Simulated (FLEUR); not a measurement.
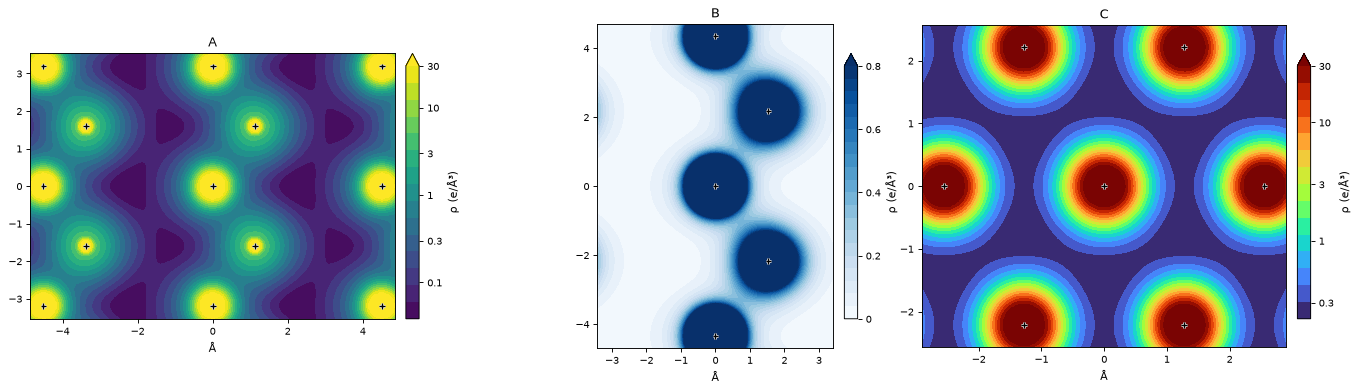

The electron density of 3 systems, each on a plane through atoms (crosses mark nuclei in the plane).

These are results of FLEUR, Kohn-Sham DFT of a periodic cell, PBEsol, all-electron, not measurements.

System 1: CdSe, the (110) plane of the conventional cell. Space group F-43m; a structure from a database of computed crystals, not necessarily the ambient phase.

System 2: Cu, the (111) plane of the conventional cell. Space group Fm-3m.

```
Cu
1.0
     3.61500    0.00000    0.00000
     0.00000    3.61500    0.00000
     0.00000    0.00000    3.61500
Cu
4
Direct
  0.00000 0.00000 0.00000
  0.50000 0.50000 0.00000
  0.50000 0.00000 0.50000
  0.00000 0.50000 0.50000
```

System 3: GaN, the (011) plane of the conventional cell. Space group F-43m; a structure from a database of computed crystals, not necessarily the ambient phase.

```xyz
8
Lattice="4.5070 0.0000 0.0000 0.0000 0.0000 -4.5070 0.0000 4.5070 0.0000" Properties=species:S:1:pos:R:3 pbc="T T T"
Ga    2.2535    0.0000   -2.2535
Ga    0.0000    2.2535   -2.2535
Ga    0.0000    0.0000    0.0000
Ga    2.2535    2.2535    0.0000
N     1.1268    1.1268   -3.3803
N     3.3803    3.3803   -3.3803
N     3.3803    1.1268   -1.1268
N     1.1268    3.3803   -1.1268
```

Q: Match each panel to its system.

A: Panel A is system 3, GaN: the plane holds Ga and N. Ga–N (1.95 Å): the density is about 0.74 e/Å³ at the midpoint. Panel B is system 1, CdSe: the plane holds Cd and Se. Cd–Se (2.66 Å): ρ is about 0.37 e/Å³ halfway. Panel C is system 2, Cu: the plane holds Cu. Cu–Cu (2.56 Å): ρ is about 0.27 e/Å³ halfway.
